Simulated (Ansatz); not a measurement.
Input

```
crystal:
  lattice:
    - [3.9941957288, 0.0, 0.0]
    - [-1.9970978644, 3.4590749688, 0.0]
    - [0.0, 0.0, 4.880862]
  atoms:
    - { symbol: Al, position: [0.0, 0.0, 0.0] }
    - { symbol: Al, position: [0.33333333, 0.66666667, 0.648083] }
    - { symbol: Al, position: [0.66666667, 0.33333333, 0.351917] }
    - { symbol: Ni, position: [0.33333333, 0.66666667, 0.146572] }
    - { symbol: Ni, position: [0.66666667, 0.33333333, 0.853428] }
basis:
  ecutwfc: 420
kpoints:
  mp_grid: { grid: [12, 12, 8] }
hamiltonian:
  xc: pbesol
scf:
  occupations: { method: gaussian, width: 0.1 }
output:
  forces: true
  stress: true
  eigenvalues: true
  write_density: true
  write_potential: true
  elf: true
  volumetric_format: npy
relax:
  adjacent_minimum: "off"
  f_tol: 0.005
  max_steps: 80
  cell: { stress_tol: 0.05 }
```

Launched as:

```sh
ansatz run input.yaml --threads 1 --pin off --max-ram 2560MiB --backend cpu --events-out ev --progress --plain --runs-dir out
```

Below, planes, directions and counts refer to the conventional cell (a = 4.00 Å, b = 4.00 Å, c = 4.86 Å, α = 90.00°, β = 90.00°, γ = 120.00°).

The fields are those of the run's last geometry, not of the input's.

Space group P-3m1; a structure from a database of computed crystals, not necessarily the ambient phase; computed without spin polarisation.

The calculation used DFT PBEsol, scalar-relativistic, plane waves, PAW (Ansatz 0.2.0).

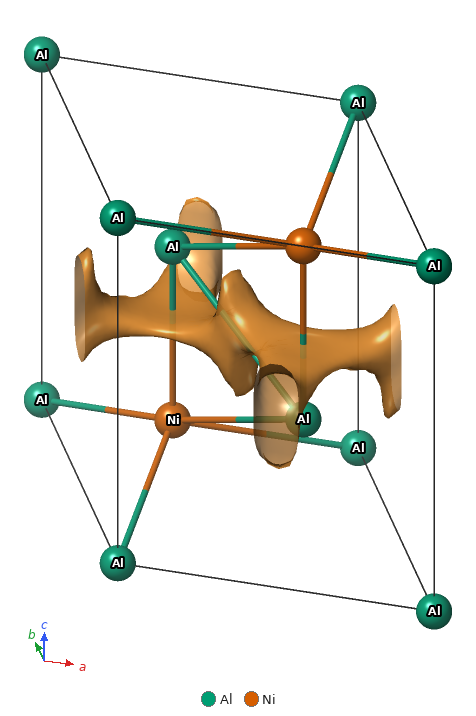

Al3Ni2. Isosurface of the ELF at 0.65 (orange), seen at an oblique angle. Only the valence region is drawn (cores and ρ < 0.01 e/Å³ removed). Sticks mark near contacts.

> Where are the electrons localised?

At this value the surface marks out sheets that run through the cell in two directions, counted in one cell of 5 atoms. Regions shared between cells count once.

Values along the shortest contacts:
Al–Ni (2.42 Å): the ELF is about 0.40 at the midpoint. Ni–Ni (2.71 Å): the ELF is about 0.30 at the midpoint.

> Metal or insulator at this level of theory?

It is metallic or semimetallic at this level of theory: no gap opens.
